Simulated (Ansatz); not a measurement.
Take the following structure.

```xyz
4
Lattice="3.3062 0.0000 0.0000 0.0000 5.8704 0.0000 0.0000 0.0000 4.1959" Properties=species:S:1:pos:R:3 pbc="T T T"
Sn    0.0000    1.3021    2.1364
Sn    1.6531    4.5683    0.0384
O     0.0000    5.2965    3.1085
O     1.6531    0.5739    1.0106
```

**Summarise the structure in words.**

Formula: SnO. It takes space group Pmn2_1 (No. 31) on a primitive orthorhombic lattice. In the cell are 2 Sn, 2 O, which makes 2 formula units. Sn bonds to three O in a trigonal pyramidal arrangement at 2.11 to 2.13 Å. Each O is bonded to three Sn at 2.11 to 2.13 Å. The bonds build SnO layers parallel to (010).

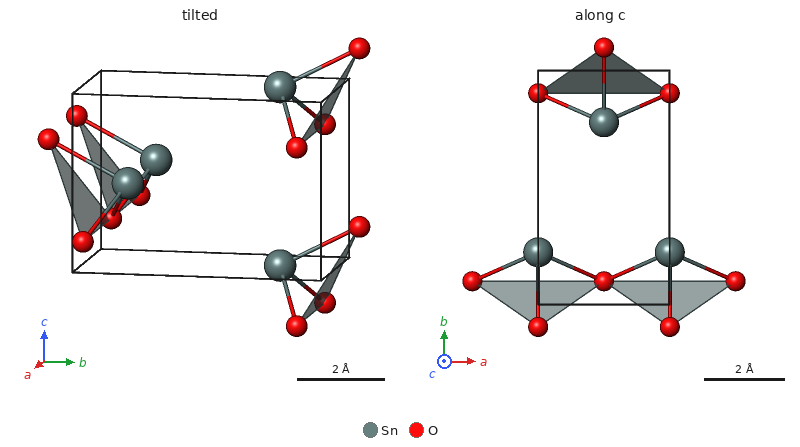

Polyhedral drawing of the structure, looking slightly off an axis and along the c axis. Lines trace the edges of the conventional unit cell. Some neighbours outside the box are added. Colours: tin teal, oxygen red.

It goes back to a structure listed in the Materials Project. The geometry comes from a coarse first relaxation with DFT r2SCAN, scalar-relativistic, plane waves, PAW in Ansatz 0.2.0.
